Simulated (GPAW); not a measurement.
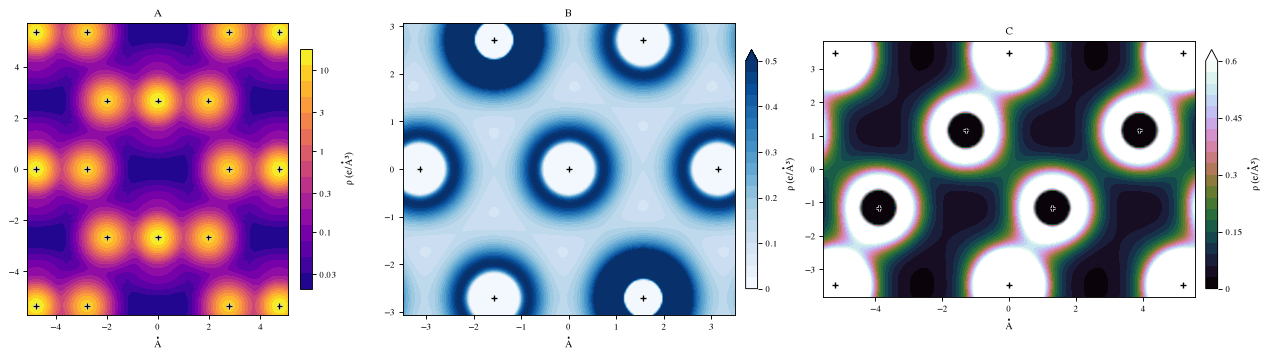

The valence electron density of 3 systems, each on a plane through atoms (crosses mark nuclei in the plane).

All numbers below come from GPAW, Kohn-Sham DFT of a periodic cell, PBEsol, PAW data sets made by gpaw-setup for the functional.

System 1: TiO2, the (110) plane of the conventional cell. Space group I4₁/amd.

System 2: Ga3Se, the (111) plane of the conventional cell. Space group Pm-3m; a structure from a database of computed crystals, not necessarily the ambient phase; computed pressure about −4 GPa in this cell.

System 3: Te2Pt, the (110) plane of the conventional cell. Space group P-3m1; not relaxed (largest force 0.7 eV/Å); computed pressure about 3 GPa in this cell.

```
CELL_PARAMETERS angstrom
4.01000 0.00000 0.00000
-2.00500 3.47276 0.00000
0.00000 0.00000 5.20100
ATOMIC_POSITIONS crystal
Pt 0.00000 0.00000 0.00000
Te 0.66667 0.33333 0.75000
Te 0.33333 0.66667 0.25000
```

### Which map belongs to which system?

Panel A is system 1, TiO2: the plane holds Ti and O. Ti–O (1.98 Å): ρ at the midpoint is about 0.71 e/Å³. Panel B is system 2, Ga3Se: the plane holds Se and Ga. Ga–Se (3.13 Å): ρ at the midpoint is about 0.15 e/Å³. Panel C is system 3, Te2Pt: the plane holds Pt and Te. Te–Pt (2.66 Å): ρ is about 0.52 e/Å³ halfway.
